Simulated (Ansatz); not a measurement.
## A series of single points on CuO

System: CuO (Cc, 4 atoms in the cell).
Method: Kohn-Sham DFT of a periodic cell, PBE, all-electron LAPW, scalar-relativistic, no spin polarisation (Ansatz 0.2.0).

The 7 runs differ only in the geometry, by an even scaling of the cell at fixed fractional positions. The structure derives from an entry of the Crystallography Open Database.

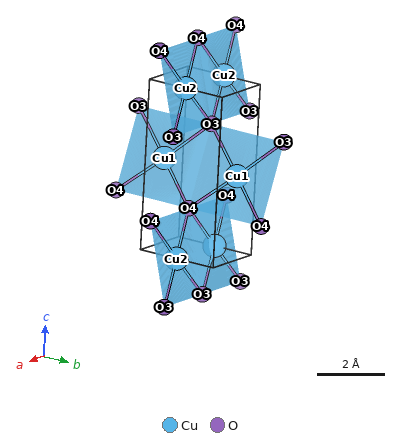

Figure 1. The structure of run 4 (polyhedral view of the cell of the calculation, seen slightly off an axis; polyhedra are completed across the faces of the cell; atoms are numbered from 1 in the order of the input).

### Input of run 4
```yaml
crystal:
  lattice:
    - [2.34465, -1.7134, 0.0]
    - [2.34465, 1.7134, 0.0]
    - [-0.8605543552, 0.0, 5.0594363927]
  atoms:
    - { symbol: Cu, position: [0.4968, 0.0032, 0.5] }
    - { symbol: Cu, position: [0.0032, 0.4968, 0.0] }
    - { symbol: O, position: [0.4056, 0.5714, 0.7537] }
    - { symbol: O, position: [0.5714, 0.4056, 0.2537] }
kpoints:
  mp_grid: { grid: [10, 10, 5] }
scf:
  occupations: { method: fermi_dirac, width: 0.05 }
hamiltonian:
  xc: pbe
  pseudopotentials: { kind: all_electron, lapw: { basis_error: 0.001 } }
output:
  forces: true
  stress: true
  eigenvalues: true
```

Command:
```bash
ansatz run input.yaml --threads 2 --pin off --max-ram 6144MiB --backend cpu --events-out ev --progress --plain --runs-dir out
```

Run 5 differs from it as follows:
```diff
-    - [2.34465, -1.7134, 0.0]
-    - [2.34465, 1.7134, 0.0]
-    - [-0.8605543552, 0.0, 5.0594363927]
+    - [2.360177936, -1.7247473506, 0.0]
+    - [2.360177936, 1.7247473506, 0.0]
+    - [-0.8662535568, 0.0, 5.0929435705]
```

### Results, with one run withheld

```tsv
run	volume per atom (Å³)	free energy per atom, from the lowest run given (meV)	pressure (GPa)
1	9.553	51.05	18.98
2	9.756	30.17	14.04
3	9.959	15.21	9.63
4	10.163	5.56	5.67
5	10.366	?	?
6	10.569	0.00	−1.04
7	10.772	3.16	−3.88
```

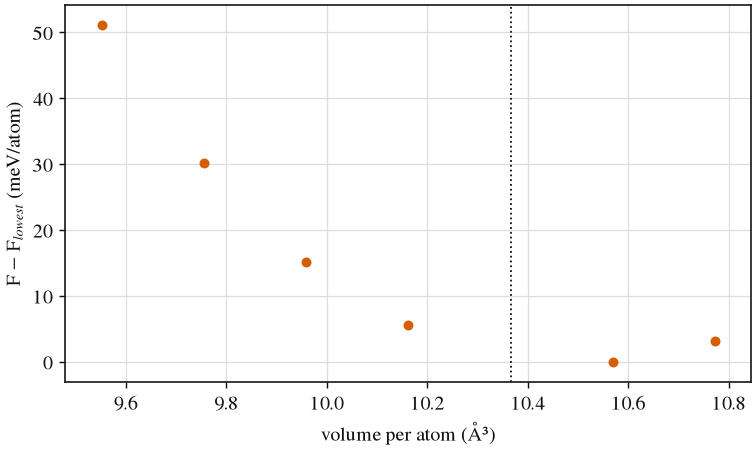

Figure 2. Free energy per atom of the runs given; the dotted line marks run 5.

Fit the runs given and predict run 5.

A cubic polynomial in V^(−2/3) (the Birch–Murnaghan form), fitted to the 6 runs given, misses them by at most 0.02 meV per atom. With x = V^(−2/3) − 0.21383 Å⁻², it reads F = 7.4355 + 2913.3 x + 2.7993e+05 x² + 4.904e+05 x³ (meV per atom). At run 5 it gives 0.66 meV per atom, and the run itself gives 0.65. The slope of the fit gives a pressure −dF/dV of 2.12 GPa there, and the run prints 2.13 GPa. The fit has its minimum at 10.500 Å³ per atom, where V d²F/dV² gives 161 GPa. Cell shape and fractional positions are held, so this is the stiffness under even scaling; the relaxed bulk modulus wasn't computed.

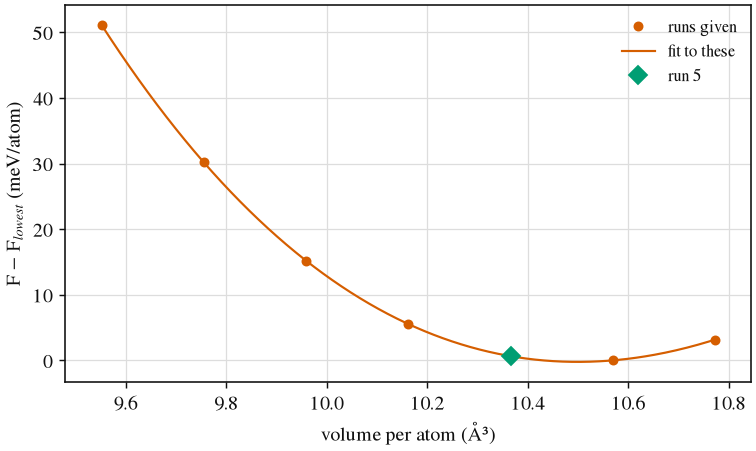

Figure 3. The fit and the withheld run.

### Output, shortened to warnings, some set-up lines, iterations and results (run 5)
```
Basis set: ecut = 454.60114601981707 eV, 897 PW (Γ), exchange–correlation at level 2
Symmetry: 2 space group operations
k-points: 141 of 500 (time reversal used)
Initial density: superposition of atomic densities (chi_scale 0.1, normalization cell, long waves kept (reshape's long-wave potential 0.00 eV rms))
[...]
SCF iter   1: F=—  HF=-94168.599182 eV  |F-HF|=—  |Δ(HF+E_count)|=         —  Δρ=1.64e-1  dr2=1.26e1  ethr=2.34e-2  ⟨swp⟩=2.0  Hψ=29918  notcnv=0
SCF iter   2: F=—  HF=-94168.928873 eV  |F-HF|=—  |Δ(HF+E_count)|=   3.30e-1  Δρ=8.89e-2  dr2=2.78e0  ethr=2.34e-2  ⟨swp⟩=2.9  Hψ=14209  notcnv=0  defer=1
SCF iter   3: F=—  HF=-94162.634812 eV  |F-HF|=—  |Δ(HF+E_count)|=    6.29e0  Δρ=3.29e-2  dr2=5.99e-1  ethr=5.15e-3  ⟨swp⟩=3.0  Hψ=14952  notcnv=0
SCF iter   4: F=—  HF=-94162.489334 eV  |F-HF|=—  |Δ(HF+E_count)|=         —  Δρ=1.64e-2  dr2=1.55e-1  ethr=1.11e-3  ⟨swp⟩=2.0  Hψ=14241  notcnv=0
SCF iter   5: F=—  HF=-94162.471615 eV  |F-HF|=—  |Δ(HF+E_count)|=   1.77e-2  Δρ=4.64e-3  dr2=6.44e-3  ethr=1.19e-5  ⟨swp⟩=2.0  Hψ=23776  notcnv=0
SCF iter   6: F=—  HF=-94162.471047 eV  |F-HF|=—  |Δ(HF+E_count)|=   5.68e-4  Δρ=1.52e-3  dr2=6.29e-4  ethr=1.19e-5  ⟨swp⟩=2.0  Hψ=13483  notcnv=0
SCF iter   7: F=—  HF=-94162.471157 eV  |F-HF|=—  |Δ(HF+E_count)|=   1.10e-4  Δρ=5.56e-4  dr2=1.69e-4  ethr=1.16e-6  ⟨swp⟩=2.0  Hψ=13487  notcnv=0
SCF iter   8: F=—  HF=-94162.471171 eV  |F-HF|=—  |Δ(HF+E_count)|=   1.36e-5  Δρ=1.76e-4  dr2=1.46e-5  ethr=3.14e-7  ⟨swp⟩=2.0  Hψ=13485  notcnv=0
SCF iter   9: F=—  HF=-94162.471177 eV  |F-HF|=—  |Δ(HF+E_count)|=   5.81e-6  Δρ=6.96e-5  dr2=2.38e-6  ethr=2.70e-8  ⟨swp⟩=3.0  Hψ=14054  notcnv=0
SCF iter  10: F=—  HF=-94162.471176 eV  |F-HF|=—  |Δ(HF+E_count)|=   2.70e-7  Δρ=1.82e-5  dr2=1.29e-7  ethr=4.40e-9  ⟨swp⟩=2.0  Hψ=13486  notcnv=0
SCF iter  11: F=-94162.471176 eV  HF=-94162.471176 eV  |F-HF|=5.66e-8  |Δ(HF+E_count)|=   2.78e-9  Δρ=6.67e-6  dr2=1.84e-8  ethr=2.39e-10  ⟨swp⟩=2.0  Hψ=13485  notcnv=0
SCF 1 converged in 11 iterations: F = -94162.471176 eV  dr2 = 1.84e-8
SCF converged after 11 iterations
Free energy (F): -94162.471176 eV
Harris-Foulkes:  -94162.471176 eV  (|F-HF|=5.66e-8)
Internal energy: -94162.451752 eV  (E = F + TS)
E sigma→0 (E₀):  -94162.461464 eV
Entropy (-TS):   -0.019424 eV (-4.856 meV/atom)
Fermi energy:    11.750472 eV
--- Per-component energies (eV) ---
  E_band       = -2854.493001
  E_kinetic    = 95705.064736
  E_xc         = -4143.709060
  E_electrostatic = -185723.807428  (all electrons and nuclei)
  E_smearing   = -0.019424  (= −TS)
  E_closure    = 0.000000  (closes the sum)
  E_atoms      = -94142.871920  (free atoms, spherical and without spin; not in F)
  Σ components = -94162.471176   (vs F -94162.471176, Δ=0.00e0)
  Basis errors (estimates in eV, not in F): energy 4.5e-4 per atom: plane waves 4.1e-4 (2.4e-4 summed), levels above the bands 1.7e-107, relativity 1.0e-7, radial functions 3.8e-5, core shells 1.0e-8; eigenvalues (radial functions only) 6.3e-6; not estimated: angular momenta, meshes, grids; target …
--- Forces (eV/Å), atoms counted from 1 ---
  atom   1  Cu    -0.58537832    -0.31477501     0.22404739
  atom   2  Cu    -0.58537832     0.31477501     0.22404739
  atom   3  O      0.58538248    -0.36118462    -0.22404597
  atom   4  O      0.58538248     0.36118462    -0.22404597
  max |Σ_I F_I| component: 8.33e-6 eV/Å
--- Stress (GPa, compression-positive) ---
        1.782332      -0.000000      -1.254542
       -0.000000       3.832505       0.000000
       -1.254542       0.000000       0.774032
  P = ⅓ Tr σ = 2.1296 GPa (21.296 kbar)
```

Notes: The run has no spin polarisation, so a magnetic state may lie lower.
